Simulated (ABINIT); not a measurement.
**Run report: SiC2, geometry relaxation (part 2 of 4)**

The same run, continued: SiC2 (3 atoms in the cell); Kohn-Sham DFT of a periodic cell, LDA, PseudoDojo NC SR LDA v0.4.1 standard, no spin polarisation (ABINIT 10.8.3); cutoff 1115.67 eV, 9×9×3 k-mesh, fermi-dirac of 0.05 eV. The structure was built on a prototype by a generator; it need not be a known phase.

Geometry of the input (Å; fractional positions):
```
2.4649  0.0000  0.0000
-1.2325  2.1347  0.0000
0.0000  0.0000  7.1274
Si 0.0000  0.0000  0.0000
C  0.3333  0.6667  0.5000
C  0.6667  0.3333  0.5000
```

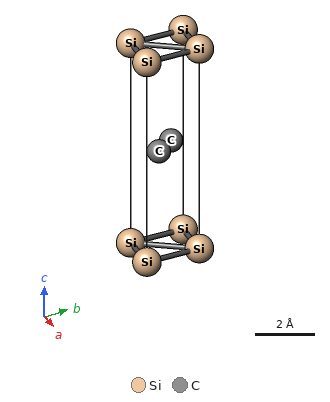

The structure as given in the input (ball-and-stick view of the cell of the calculation, seen slightly off an axis). An atom can appear more than once, as a periodic image.

## Log, continued
```
--- !ResultsGS
iteration_state: {dtset: 1, itime: 2, icycle: 1, }
comment   : Summary of ground state results
lattice_vectors:
- [  4.6357850,   0.0000055,   0.0000000, ]
- [ -2.3178783,   4.0147033,   0.0000000, ]
- [  0.0000000,   0.0000000,  13.4689320, ]
lattice_lengths: [   4.63578,    4.63577,   13.46893, ]
lattice_angles: [ 90.000,  90.000, 120.000, ] # degrees, (23, 13, 12)
lattice_volume:   2.5067452E+02
convergence: {deltae:  5.151E-13, res2:  2.512E-14, residm:  1.944E-02, diffor: null, }
etotal    :  -1.62922662E+01
entropy   :   0.00000000E+00
fermie    :   1.92555782E-01
cartesian_stress_tensor: # hartree/bohr^3
- [  4.24851209E-05,   3.20063936E-08,   0.00000000E+00, ]
- [  3.20063936E-08,   4.24828240E-05,   0.00000000E+00, ]
- [  0.00000000E+00,   0.00000000E+00,   7.38587268E-07, ]
pressure_GPa:  -8.4052E-01
xred      :
- [  0.0000E+00,   0.0000E+00,   0.0000E+00, Si]
- [  3.3333E-01,   6.6667E-01,   5.0000E-01,  C]
- [  6.6667E-01,   3.3333E-01,   5.0000E-01,  C]
cartesian_forces: # hartree/bohr
- [ -0.00000000E+00,   7.05860789E-23,  -0.00000000E+00, ]
- [ -1.47005806E-06,   9.61813271E-07,  -0.00000000E+00, ]
- [  1.47005806E-06,  -9.61813271E-07,  -0.00000000E+00, ]
force_length_stats: {min:   7.05860789E-23, max:   1.75674570E-06, mean:   1.17116380E-06, }
...

 Integrated electronic density in atomic spheres:
 ------------------------------------------------
 Atom  Sphere_radius  Integrated_density
    1        2.00000          1.74973096
    2        2.00000          4.80656205
    3        2.00000          4.80656205

---OUTPUT-----------------------------------------------------------------------

 Cartesian coordinates (xcart) [bohr]
  0.00000000000000E+00  0.00000000000000E+00  0.00000000000000E+00
  1.00449646513900E-05  2.67646971699582E+00  6.73446600586004E+00
  2.31789657455375E+00  1.33823904867888E+00  6.73446600586004E+00
 Reduced coordinates (xred)
  0.00000000000000E+00  0.00000000000000E+00  0.00000000000000E+00
  3.33333346009794E-01  6.66666424798636E-01  5.00000000000000E-01
  6.66666653990206E-01  3.33333575201364E-01  5.00000000000000E-01
 Cartesian forces (fcart) [Ha/bohr]; max,rms= 1.47006E-06 8.28138E-07 (free atoms)
 -0.00000000000000E+00  7.05860789378584E-23 -0.00000000000000E+00
 -1.47005805608306E-06  9.61813271163176E-07 -0.00000000000000E+00
  1.47005805608306E-06 -9.61813271163176E-07 -0.00000000000000E+00
 Gradient of E wrt nuclear positions in reduced coordinates (gred)
 -3.85913646286722E-28 -2.83382163932780E-22 -0.00000000000000E+00
  6.81486777159954E-06 -7.26881064300933E-06 -0.00000000000000E+00
 -6.81486777159954E-06  7.26881064300933E-06 -0.00000000000000E+00
 Scale of Primitive Cell (acell) [bohr]
  4.63578496230412E+00  4.63577421647188E+00  1.34689320117201E+01
 Real space primitive translations (rprimd) [bohr]
  4.63578496230089E+00  5.46727700551928E-06  0.00000000000000E+00
 -2.31787834278249E+00  4.01470329839770E+00  0.00000000000000E+00
  0.00000000000000E+00  0.00000000000000E+00  1.34689320117201E+01
 Unitary Cell Volume (ucvol) [Bohr^3]=  2.50674520911874E+02
 Angles (23,13,12)= [degrees]
  9.00000000000000E+01  9.00000000000000E+01  1.19999807331312E+02
 Lengths [Bohr]
  4.63578496230412E+00  4.63577421647188E+00  1.34689320117201E+01
 Stress tensor in cartesian coordinates (strten) [Ha/bohr^3]
  4.24851209294185E-05  3.20063935935942E-08  0.00000000000000E+00
  3.20063935935942E-08  4.24828239909939E-05  0.00000000000000E+00
  0.00000000000000E+00  0.00000000000000E+00  7.38587268180827E-07
 Total energy (etotal) [Ha]= -1.62922661591515E+01

 Difference of energy with previous step (new-old):
           Absolute (Ha)=-2.43669E-04
           Relative     =-1.49563E-05

--- Iteration: ( 3/50) Internal Cycle: (1/1)
--------------------------------------------------------------------------------

---SELF-CONSISTENT-FIELD CONVERGENCE--------------------------------------------

--- !BeginCycle
iteration_state: {dtset: 1, itime: 3, icycle: 1, }
solver: {iscf: 7, nstep: 80, nline: 4, wfoptalg: 0, }
tolerances: {tolvrs: 1.00E-12, }
...

     iter   Etot(hartree)      deltaE(h)  residm     vres2
 ETOT  1  -16.291984002349    -1.629E+01 2.389E-03 1.535E+01
 ETOT  2  -16.292214130612    -2.301E-04 1.724E-03 3.641E+00
 ETOT  3  -16.292283619868    -6.949E-05 9.577E-03 1.450E-02
 ETOT  4  -16.292283451912     1.680E-07 7.201E-03 3.137E-02
 ETOT  5  -16.292284042167    -5.903E-07 6.354E-04 4.898E-03
 ETOT  6  -16.292284156673    -1.145E-07 3.835E-03 1.624E-04
 ETOT  7  -16.292284160412    -3.739E-09 6.337E-04 2.108E-06
 ETOT  8  -16.292284160460    -4.773E-11 1.969E-03 3.903E-08
 ETOT  9  -16.292284160461    -1.318E-12 6.433E-04 1.565E-11
 ETOT 10  -16.292284160462    -3.020E-13 9.575E-04 2.339E-12
 ETOT 11  -16.292284160462     1.386E-13 6.143E-04 1.486E-16

 At SCF step   11       vres2   =  1.49E-16 < tolvrs=  1.00E-12 =>converged.

 Cartesian components of stress tensor (hartree/bohr^3)
  sigma(1 1)= -1.05995085E-06  sigma(3 2)=  0.00000000E+00
  sigma(2 2)= -1.06486229E-06  sigma(3 1)=  0.00000000E+00
  sigma(3 3)=  1.00327177E-06  sigma(2 1)= -5.48213455E-09

--- !ResultsGS
iteration_state: {dtset: 1, itime: 3, icycle: 1, }
comment   : Summary of ground state results
lattice_vectors:
- [  4.6277874,  -0.0000066,   0.0000000, ]
- [ -2.3138900,   4.0077836,   0.0000000, ]
- [  0.0000000,   0.0000000,  13.4685300, ]
lattice_lengths: [   4.62779,    4.62779,   13.46853, ]
lattice_angles: [ 90.000,  90.000, 120.000, ] # degrees, (23, 13, 12)
lattice_volume:   2.4980292E+02
convergence: {deltae:  1.386E-13, res2:  1.486E-16, residm:  6.143E-04, diffor: null, }
etotal    :  -1.62922842E+01
entropy   :   0.00000000E+00
fermie    :   1.93594980E-01
cartesian_stress_tensor: # hartree/bohr^3
- [ -1.05995085E-06,  -5.48213455E-09,   0.00000000E+00, ]
- [ -5.48213455E-09,  -1.06486229E-06,   0.00000000E+00, ]
- [  0.00000000E+00,   0.00000000E+00,   1.00327177E-06, ]
pressure_GPa:   1.0999E-02
xred      :
- [  2.3640E-23,   4.7280E-23,   0.0000E+00, Si]
- [  3.3333E-01,   6.6667E-01,   5.0000E-01,  C]
- [  6.6667E-01,   3.3333E-01,   5.0000E-01,  C]
cartesian_forces: # hartree/bohr
- [ -0.00000000E+00,   3.52930395E-23,  -0.00000000E+00, ]
- [  1.53007523E-06,  -3.92450648E-07,  -0.00000000E+00, ]
- [ -1.53007523E-06,   3.92450648E-07,  -0.00000000E+00, ]
force_length_stats: {min:   3.52930395E-23, max:   1.57960366E-06, mean:   1.05306910E-06, }
...

 Integrated electronic density in atomic spheres:
 ------------------------------------------------
 Atom  Sphere_radius  Integrated_density
    1        2.00000          1.74727591
    2        2.00000          4.80787448
    3        2.00000          4.80787448

---OUTPUT-----------------------------------------------------------------------

 Cartesian coordinates (xcart) [bohr]
 -1.57558701739615E-28  1.89486812235395E-22  0.00000000000000E+00
  1.10018456246948E-06  2.67185386976002E+00  6.73426500343528E+00
  2.31389628094859E+00  1.33592315835445E+00  6.73426500343528E+00
 Reduced coordinates (xred)
  2.36397983794194E-23  4.72797401924543E-23  0.00000000000000E+00
  3.33333080278618E-01  6.66666747434385E-01  5.00000000000000E-01
  6.66666919721382E-01  3.33333252565615E-01  5.00000000000000E-01
 Cartesian forces (fcart) [Ha/bohr]; max,rms= 1.53008E-06 7.44632E-07 (free atoms)
 -0.00000000000000E+00  3.52930394689292E-23 -0.00000000000000E+00
  1.53007522685477E-06 -3.92450647591428E-07 -0.00000000000000E+00
 -1.53007522685477E-06  3.92450647591428E-07 -0.00000000000000E+00
 Gradient of E wrt nuclear positions in reduced coordinates (gred)
  2.32296933844639E-28 -1.41446865132846E-22 -0.00000000000000E+00
 -7.08086542031256E-06  5.11328305004217E-06 -0.00000000000000E+00
  7.08086542031256E-06 -5.11328305004217E-06 -0.00000000000000E+00
 Scale of Primitive Cell (acell) [bohr]
  4.62778738780419E+00  4.62778742251975E+00  1.34685300068706E+01
 Real space primitive translations (rprimd) [bohr]
  4.62778738779951E+00 -6.58194752676786E-06  0.00000000000000E+00
 -2.31389000666636E+00  4.00778361006200E+00  0.00000000000000E+00
  0.00000000000000E+00  0.00000000000000E+00  1.34685300068706E+01
 Unitary Cell Volume (ucvol) [Bohr^3]=  2.49802916538773E+02
 Angles (23,13,12)= [degrees]
  9.00000000000000E+01  9.00000000000000E+01  1.20000028528525E+02
 Lengths [Bohr]
  4.62778738780419E+00  4.62778742251975E+00  1.34685300068706E+01
 Stress tensor in cartesian coordinates (strten) [Ha/bohr^3]
 -1.05995084568678E-06 -5.48213454984997E-09  0.00000000000000E+00
 -5.48213454984997E-09 -1.06486229107649E-06  0.00000000000000E+00
  0.00000000000000E+00  0.00000000000000E+00  1.00327176946920E-06
 Total energy (etotal) [Ha]= -1.62922841604615E+01

 Difference of energy with previous step (new-old):
           Absolute (Ha)=-1.80013E-05
           Relative     =-1.10490E-06

--- Iteration: ( 4/50) Internal Cycle: (1/1)
--------------------------------------------------------------------------------

---SELF-CONSISTENT-FIELD CONVERGENCE--------------------------------------------

--- !BeginCycle
iteration_state: {dtset: 1, itime: 4, icycle: 1, }
solver: {iscf: 7, nstep: 80, nline: 4, wfoptalg: 0, }
tolerances: {tolvrs: 1.00E-12, }
...

     iter   Etot(hartree)      deltaE(h)  residm     vres2
 ETOT  1  -16.292283795048    -1.629E+01 4.742E-04 1.514E-02
 ETOT  2  -16.292284151053    -3.560E-07 3.372E-04 9.286E-04
 ETOT  3  -16.292284177464    -2.641E-08 2.976E-05 4.431E-05
 ETOT  4  -16.292284178550    -1.087E-09 2.006E-04 2.544E-08
 ETOT  5  -16.292284178551    -1.492E-13 1.036E-05 4.303E-09
 ETOT  6  -16.292284178551    -1.812E-13 1.072E-04 1.973E-12
 ETOT  7  -16.292284178551    -1.066E-14 4.073E-06 6.490E-13

 At SCF step    7       vres2   =  6.49E-13 < tolvrs=  1.00E-12 =>converged.

 Cartesian components of stress tensor (hartree/bohr^3)
  sigma(1 1)=  4.10251120E-09  sigma(3 2)=  0.00000000E+00
  sigma(2 2)=  2.30516380E-09  sigma(3 1)=  0.00000000E+00
  sigma(3 3)=  9.69345005E-07  sigma(2 1)=  1.38615490E-09

--- !ResultsGS
iteration_state: {dtset: 1, itime: 4, icycle: 1, }
comment   : Summary of ground state results
lattice_vectors:
- [  4.6279795,  -0.0000050,   0.0000000, ]
- [ -2.3139847,   4.0079498,   0.0000000, ]
- [  0.0000000,   0.0000000,  13.4681420, ]
lattice_lengths: [   4.62798,    4.62798,   13.46814, ]
lattice_angles: [ 90.000,  90.000, 120.000, ] # degrees, (23, 13, 12)
lattice_volume:   2.4981650E+02
convergence: {deltae: -1.066E-14, res2:  6.490E-13, residm:  4.073E-06, diffor: null, }
etotal    :  -1.62922842E+01
entropy   :   0.00000000E+00
fermie    :   1.93581010E-01
cartesian_stress_tensor: # hartree/bohr^3
- [  4.10251120E-09,   1.38615490E-09,   0.00000000E+00, ]
- [  1.38615490E-09,   2.30516380E-09,   0.00000000E+00, ]
- [  0.00000000E+00,   0.00000000E+00,   9.69345005E-07, ]
pressure_GPa:  -9.5692E-03
xred      :
- [  2.7734E-23,   5.5468E-23,   0.0000E+00, Si]
- [  3.3333E-01,   6.6667E-01,   5.0000E-01,  C]
- [  6.6667E-01,   3.3333E-01,   5.0000E-01,  C]
cartesian_forces: # hartree/bohr
- [ -0.00000000E+00,  -0.00000000E+00,  -0.00000000E+00, ]
- [ -1.65838885E-07,   4.26198040E-08,  -0.00000000E+00, ]
- [  1.65838885E-07,  -4.26198040E-08,  -0.00000000E+00, ]
force_length_stats: {min:   0.00000000E+00, max:   1.71227870E-07, mean:   1.14151913E-07, }
...

 Integrated electronic density in atomic spheres:
 ------------------------------------------------
 Atom  Sphere_radius  Integrated_density
    1        2.00000          1.74729489
    2        2.00000          4.80779248
    3        2.00000          4.80779248

---OUTPUT-----------------------------------------------------------------------

 Cartesian coordinates (xcart) [bohr]
 -1.78770693929221E-28  2.22311090410557E-22  0.00000000000000E+00
  3.48259354674536E-06  2.67196478526474E+00  6.73407101371043E+00
  2.31399130337238E+00  1.33597997120179E+00  6.73407101371043E+00
 Reduced coordinates (xred)
  2.77336853953283E-23  5.54675686399781E-23  0.00000000000000E+00
  3.33333353318111E-01  6.66666651029018E-01  5.00000000000000E-01
  6.66666646681889E-01  3.33333348970982E-01  5.00000000000000E-01
 Cartesian forces (fcart) [Ha/bohr]; max,rms= 1.65839E-07 8.07176E-08 (free atoms)
 -0.00000000000000E+00 -0.00000000000000E+00 -0.00000000000000E+00
 -1.65838884506701E-07  4.26198040449964E-08 -0.00000000000000E+00
  1.65838884506701E-07 -4.26198040449964E-08 -0.00000000000000E+00
 Gradient of E wrt nuclear positions in reduced coordinates (gred)
 -0.00000000000000E+00 -0.00000000000000E+00  0.00000000000000E+00
  7.67499173902586E-07 -5.54566679987450E-07 -0.00000000000000E+00
 -7.67499173902586E-07  5.54566679987450E-07 -0.00000000000000E+00
 Scale of Primitive Cell (acell) [bohr]
  4.62797951017722E+00  4.62797869504725E+00  1.34681420274209E+01
 Real space primitive translations (rprimd) [bohr]
  4.62797951017448E+00 -5.03088618767266E-06  0.00000000000000E+00
 -2.31398472420855E+00  4.00794978735272E+00  0.00000000000000E+00
  0.00000000000000E+00  0.00000000000000E+00  1.34681420274209E+01
 Unitary Cell Volume (ucvol) [Bohr^3]=  2.49816497098260E+02
 Angles (23,13,12)= [degrees]
  9.00000000000000E+01  9.00000000000000E+01  1.19999996191109E+02
 Lengths [Bohr]
  4.62797951017722E+00  4.62797869504725E+00  1.34681420274209E+01
 Stress tensor in cartesian coordinates (strten) [Ha/bohr^3]
  4.10251119751029E-09  1.38615490358362E-09  0.00000000000000E+00
  1.38615490358362E-09  2.30516379508966E-09  0.00000000000000E+00
  0.00000000000000E+00  0.00000000000000E+00  9.69345005080897E-07
 Total energy (etotal) [Ha]= -1.62922841785507E+01

 Difference of energy with previous step (new-old):
           Absolute (Ha)=-1.80892E-08
           Relative     =-1.11029E-09

--- Iteration: ( 5/50) Internal Cycle: (1/1)
--------------------------------------------------------------------------------

---SELF-CONSISTENT-FIELD CONVERGENCE--------------------------------------------

--- !BeginCycle
iteration_state: {dtset: 1, itime: 5, icycle: 1, }
solver: {iscf: 7, nstep: 80, nline: 4, wfoptalg: 0, }
tolerances: {tolvrs: 1.00E-12, }
...

     iter   Etot(hartree)      deltaE(h)  residm     vres2
 ETOT  1  -16.292284147351    -1.629E+01 2.988E-06 1.741E-03
 ETOT  2  -16.292284186824    -3.947E-08 1.459E-06 5.580E-05
 ETOT  3  -16.292284188444    -1.620E-09 1.040E-05 5.503E-06
 ETOT  4  -16.292284188572    -1.275E-10 6.820E-07 2.546E-08
 ETOT  5  -16.292284188573    -1.180E-12 4.512E-06 3.647E-10
 ETOT  6  -16.292284188573     1.776E-14 3.241E-07 2.091E-12
 ETOT  7  -16.292284188572     4.938E-13 1.943E-06 5.057E-14

 At SCF step    7       vres2   =  5.06E-14 < tolvrs=  1.00E-12 =>converged.

 Cartesian components of stress tensor (hartree/bohr^3)
  sigma(1 1)=  3.21624461E-07  sigma(3 2)=  0.00000000E+00
  sigma(2 2)=  3.21654216E-07  sigma(3 1)=  0.00000000E+00
  sigma(3 3)=  9.23156684E-07  sigma(2 1)=  1.67674616E-09
```
